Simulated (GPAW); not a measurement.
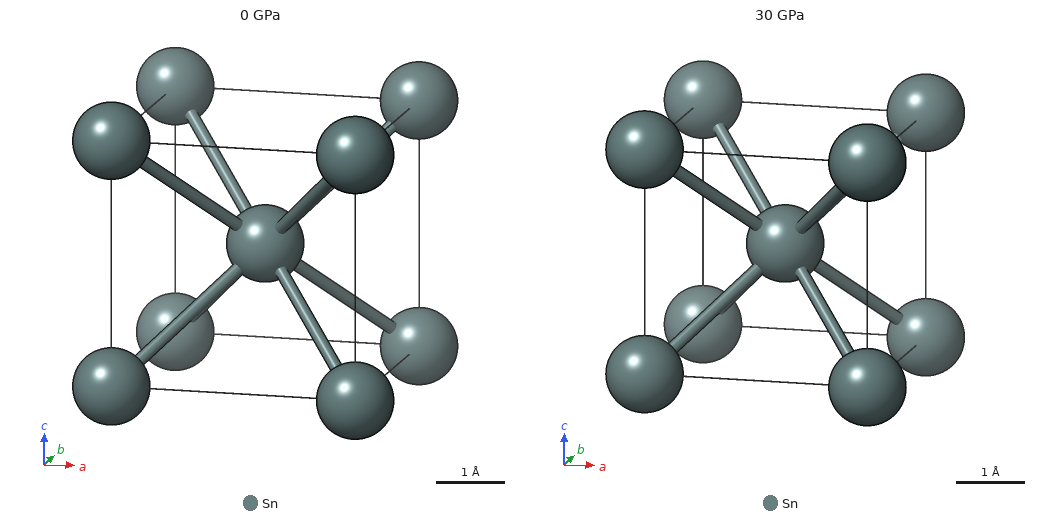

Sn, body-centred cubic (W type), space group Im-3m (No. 229), relaxed (cell and atoms) under a series of hydrostatic pressures; the conventional cell is drawn at the lowest and the highest, to one scale (sticks follow a distance rule). The start was a structure listed in the Materials Project. This isn't the form of Sn at room conditions, which is tetragonal (white tin).

Alike in all runs: GPAW 26.7.0; functional PBEsol; potentials PAW data sets generated in the run's folder for this functional; cutoff 600 eV; k mesh 10 × 10 × 10 on the run's cell of 1 atom; occupations fermi-dirac, width 0.05 eV; no spin polarisation; no spin-orbit coupling.

| pressure (GPa) | volume (Å³/atom) | a (Å) |
| --- | --- | --- |
| 0.0 | 25.852 | 3.725 |
| 2.0 | 25.008 | 3.684 |
| 5.0 | 23.979 | 3.633 |
| 10.0 | 22.716 | 3.568 |
| 20.0 | ? | ? |
| 30.0 | 19.743 | 3.405 |

What equation of state do the given rows imply, and what volume does it predict for the missing row?

The fit gives V0 = 25.84 Å³/atom, B0 = 55 GPa and B0′ = 5.2, which puts the volume at 20.0 GPa at 20.96 Å³/atom. The run gave volume 20.970 Å³/atom; a 3.474 Å.

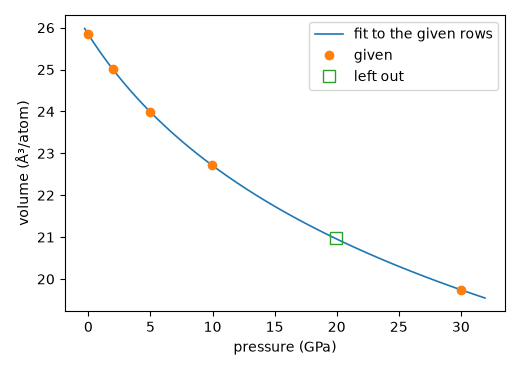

Volume against pressure, with the fit. The structure was kept in its own symmetry, so a change to another phase within this range wouldn't be seen.

Caveat: later steps reuse the first step's grids.
